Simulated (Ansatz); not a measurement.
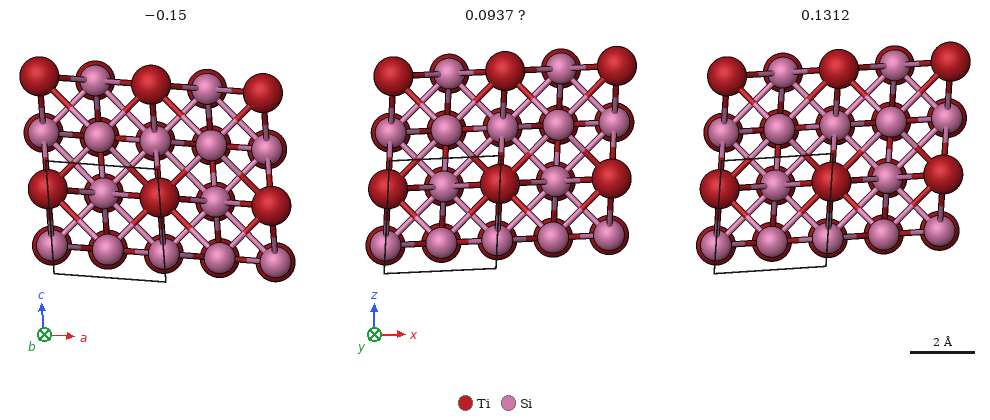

Energy scan for a crystal of TiSi2 (Cmcm), in which the cell is strained in shear in the xz plane, with the atoms kept at their fractional coordinates. x, y and z are the Cartesian axes of the input. The picture is a ball-and-stick view of the conventional cell (2 times the calculation's cell), repeated 2 × 1 × 2 with one cell outlined, seen along the b axis. Lengths and directions refer to the drawn axes.

These are results of Ansatz 0.2.0, DFT PBE, scalar-relativistic, plane waves, PAW, not measurements. Set-up: plane-wave cutoff 420 eV; k-point mesh 14 × 14 × 14; occupations gaussian; smearing width 0.15 eV; no spin polarisation. Energies (free energies at the smearing named) are counted from the relaxed crystal.

```csv
engineering shear strain,ΔE (meV/atom)
−0.1500,141.4
−0.0750,34.2
0.0000,0.0
0.0187,2.1
0.0375,8.5
0.0562,19.1
0.0937,?
0.1125,78.0
0.1312,107.0
```

One row is withheld. What is its energy?

Answer. A straight line between the two neighbours gives 58.3 meV/atom. A cubic through the four nearest rows (0.0375, 0.0562, 0.1125, 0.1312) gives, with Lagrange weights, (−0.2012)(8.5) + (0.5018)(19.1) + (1.0009)(78.0) + (−0.3015)(107.0) = 53.7 meV/atom. The calculation gives 53.7 meV/atom, so the cubic is right to the digits shown and the straight line 4.6 meV/atom too high, as the curve bends upwards here.

The whole profile:

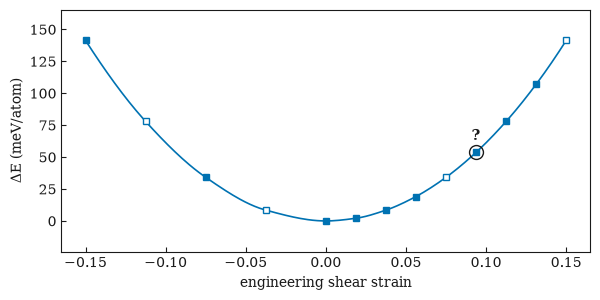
